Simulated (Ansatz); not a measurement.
System: CuI, space group F-43m (No. 216) (one of a set of cubic test structures, which need not be the stable phase).

Input of one of the runs behind the figure:
```
crystal:
  lattice:
    - [0.0, 3.024563142615, 3.024563142615]
    - [3.024563142615, 0.0, 3.024563142615]
    - [3.024563142615, 3.024563142615, 0.0]
  atoms:
    - { symbol: Cu, position: [0.0, 0.0, 0.0] }
    - { symbol: I, position: [0.25, 0.25, 0.25] }
kpoints:
  mp_grid: { grid: [4, 4, 4] }
hamiltonian:
  xc: hse06
  pseudopotentials:
    kind: paw
    azcp:
      Cu: "pseudopotentials/pbe/paw/ansatz_paw_generated_hard_1/Cu.paw.azcp"
      I: "pseudopotentials/pbe/paw/ansatz_paw_generated_hard_1/I.paw.azcp"
scf:
  occupations: { method: fermi_dirac, width: 0.05 }
  convergence: { dr2_threshold: "1e-10 eV" }
  exx: { energy_threshold: "2e-8 eV", singularity: regularized }
output:
  forces: true
  stress: true
  eigenvalues: true
```

Command:
```bash
ansatz run input.yaml --threads 2
```

Computed with Ansatz 0.2.0 development build: equation of state of a cubic crystal from periodic Kohn-Sham density functional theory without spin, third-order Birch-Murnaghan fit to the free energies; pressure corrected for the finite basis. Level: HSE06.

- structure type: zinc blende
- atoms in cell: 2
- space group number: 216
- lattice centring: face-centred primitive
- k mesh: 4×4×4
- occupation method: Fermi–Dirac
- occupation width: 0.05 eV
- wave cutoff: 700 eV
- datasets: hard PAW
- density tolerance: 0 eV
- bands: 22
- density cutoff ratio: 4
- search for lower states: default
- exchange singularity: regularized

Predict the energy above the lowest point and pressure against volume. The volume takes the values 25.97, 26.82, 27.67, 28.52, 29.36 Å³/atom.

A third-order Birch–Murnaghan fit gives V0 = 28.46 Å³/atom, B0 = 36.4 GPa and B′ = 5.2. The energy above the lowest point is 29.8 meV/atom at volume 25.97 Å³/atom and 3.1 meV/atom at 29.36 Å³/atom; the lowest computed point is at volume 28.52 Å³/atom (0.0 meV/atom), and no other minimum shows. The pressure falls from 4.216 GPa at volume 25.97 Å³/atom to −1.046 GPa at 29.36 Å³/atom, and changes sign near 28.47 Å³/atom.

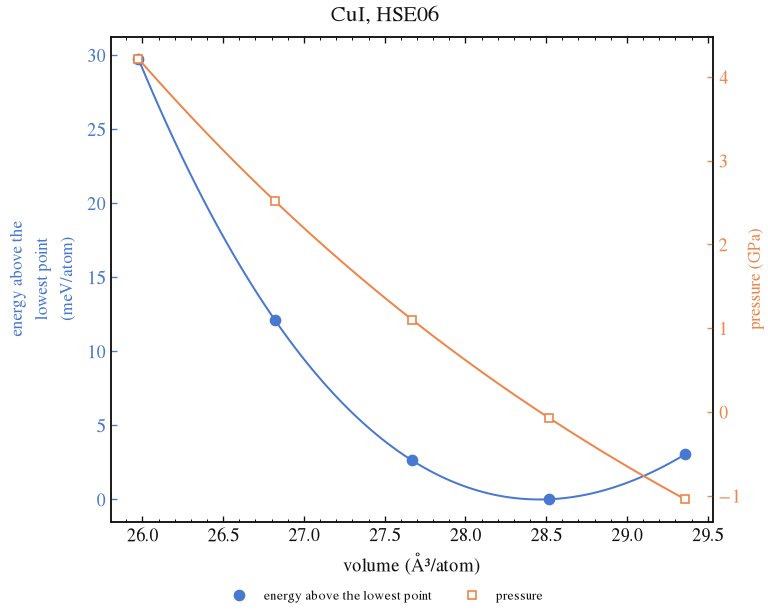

Keep in mind: pseudopotentials made with PBE, not this functional.
